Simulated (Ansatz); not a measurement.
# Gap against strain: armchair BAs nanoribbon (N = 7, H edges)

How it was computed: Ansatz 0.2.0, plane waves with PAW datasets, PBE, Fermi-Dirac smearing of 0.05 eV, no spin-orbit coupling. The period is scaled from its relaxed value of 5.875 Å and the atoms relax, within the symmetry of the start, at each strain ε (in %); gaps, in eV, are read on a band path.

| period (Å) | energy (eV a cell) | place of the conduction minimum (Γ = 0, Z = 1) | ε | gap |
| --- | --- | --- | --- | --- |
| 5.640 | +0.342 | 0.00 | −4 | 1.217 |
| 5.757 | +0.084 | 0.00 | −2 | 1.284 |
| 5.875 | 0.000 | 0.00 | 0 | 1.24 |
| 6.110 | +0.312 | 0.00 | 4 | 1.114 |
| 6.227 | +0.685 | 0.00 | 6 | 1.062 |

One run is withheld: period (Å) = 5.992, with ε = 2. Fit a straight line gap = a + b × ε to the 5 rows shown and predict it.

**Fit.** The means are 0.8 for ε and 1.183 for gap. The sum of products of deviations is −1.343 and the sum of squares in ε is 68.8, so b = −1.343 / 68.8 = −0.01952 and a = 1.183 − (−0.01952) × 0.8 = 1.199. The residuals' standard deviation, with 3 degrees of freedom, is σ = 0.051.

**Prediction.** gap = 1.199 + (−0.01952) × 2 = 1.16. The run gave 1.173, so the prediction less the run is −0.013. The standard error of a prediction there, σ√(1 + 1/5 + (2 − 0.8)²/68.8), is 0.056, and the miss is 0.24 times that, for a point between the fitted rows. With so few rows σ is itself uncertain.

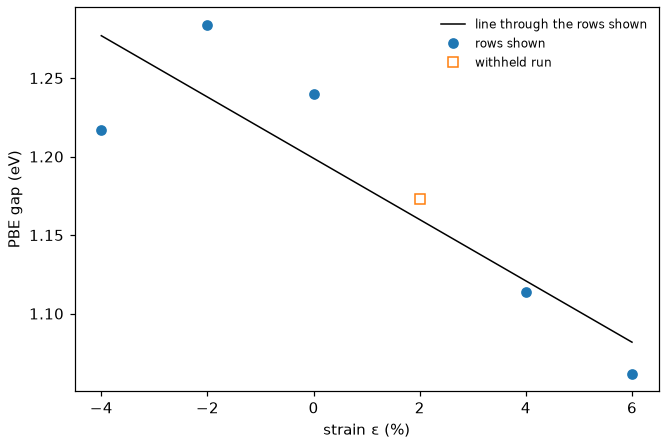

The fitted line, the rows shown and the withheld run.

The gap does not move one way: it turns somewhere between ε = -4 and 0 %, and the true extreme can lie between the rows, beyond the values shown.

Caveats: Kohn-Sham gaps of a wire among periodic images, which in a check on one flat ribbon (7 Å apart) lowered the gap by 0.2 eV and flattened the slope; the slope b × 100 is a mean deformation potential of the gap, in eV per unit strain. Between neighbouring runs it lies between −3.3 and 3.3 eV, so a bend, a kink or scatter between runs makes one line a rough account. The unstrained row comes from a denser mesh than the others, which shifts its energy a little. Series of this kind are told only where this holds: a gap at every strain (compound wires with polar facets were set aside first). 88 of 101 did.
